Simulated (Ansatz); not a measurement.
# Mo/SiC/TaN: predicting the conductance of a thicker barrier

How it was computed: Ansatz 0.2.0, plane waves with PAW datasets, PBE. Interfaces are relaxed in a short slab (with D3(BJ) where the barrier is layered), set between ideal electrode layers that go on as semi-infinite leads, and the zero-bias conductance G at 300 K comes from T(E) on a typed mesh. The error is the largest of the program's estimates from energy step, mesh, the leads' potential steps and neutrality; its separate bound for narrow resonances between the energies solved isn't counted and can be far larger. The lower electrode is Mo (bcc 001), the upper TaN (rock salt 001) and the barrier SiC (zinc blende 001), on a net of side 3.15 Å; d is the distance between the electrodes' last planes.

What is known so far:

| planes in the barrier | d (Å) | G (S/m²) | error (%) | lead step (meV) |
| --- | --- | --- | --- | --- |
| 5 | 7.19 | 3.62e13 | 60 | 47 |
| 7 | 9.34 | 2.31e13 | 62 | 47 |

Task: A further run has 9 planes, d = 11.50 Å. Fit G ∝ exp(−βd) to the rows shown and predict its conductance.

Working: Through two points, β = ln(3.62e13 / 2.31e13) / (9.34 − 7.19) = 0.45 / 2.15 = 0.209 Å⁻¹. From the last point shown, G = 2.31e13 × exp(−0.209 × 2.16) = 1.47e13 S/m².

Check: The run gave 3.95e12 S/m², with an error estimate of 107 % and a lead step of 47 meV. The prediction is 3.73 times that, too high by a factor of 3.7. Step by step the slopes are 0.21 and 0.82 Å⁻¹, rising with thickness. How much of this is a real bend and how much error of the rows wasn't traced.

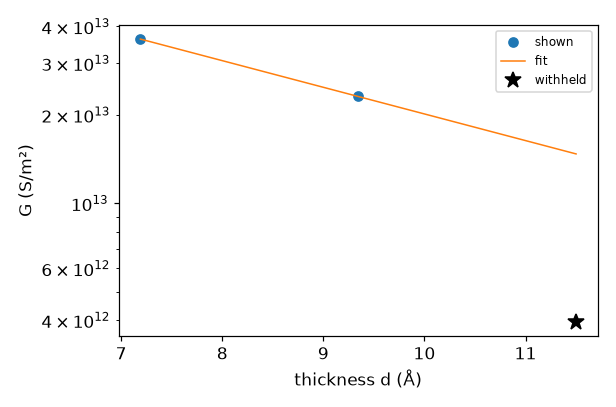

Fit and withheld run.

Caveats: The interfaces are ideal, one cell wide, strained to a common net and relaxed from one registry with their symmetry kept. PBE's gaps are too small, so true decay constants are likely larger where the Fermi level lies deep in a gap. No spin-orbit coupling, phonons, disorder or image charges enter. The rows shown are chosen by tests on error estimates (under 100 to 120 %), lead steps (under 150 meV, though the program warns over 25), intact interfaces and, for fits, a steady trend in the rows shown; the data set holds 414 series of this kind, and not all pass.
